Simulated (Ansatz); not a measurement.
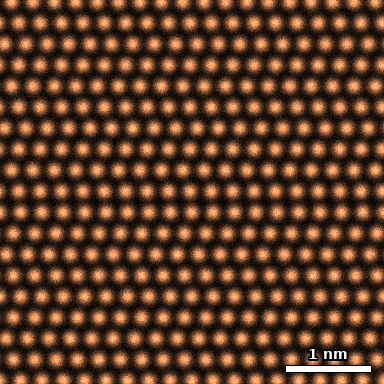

Dark-field STEM-like image of Ta (P6_3/mmc, No. 194) along [100]. The image is simulated as a sum over atoms of Z^1.7, blurred by a 1.22 Å probe (no channelling). The display is stretched by a gamma of 0.8; percentages refer to the linear signal. Shot noise was added.

One planar defect was built into the perfect crystal by geometry alone, without relaxation. Host structure: the geometry given to an electronic-structure calculation, possibly off equilibrium; the starting structure was generated, so it need not be a known form of this composition.

> Find the planar defect and say what kind it is.

A planar fault (a stacking fault) runs horizontally about 24 Å below the top edge. The part above it is shifted along the boundary by 1/4 of the 2.56 Å repeat of the rows (0.6 Å to the right, the same as 1.9 Å to the left); both parts keep the same orientation.
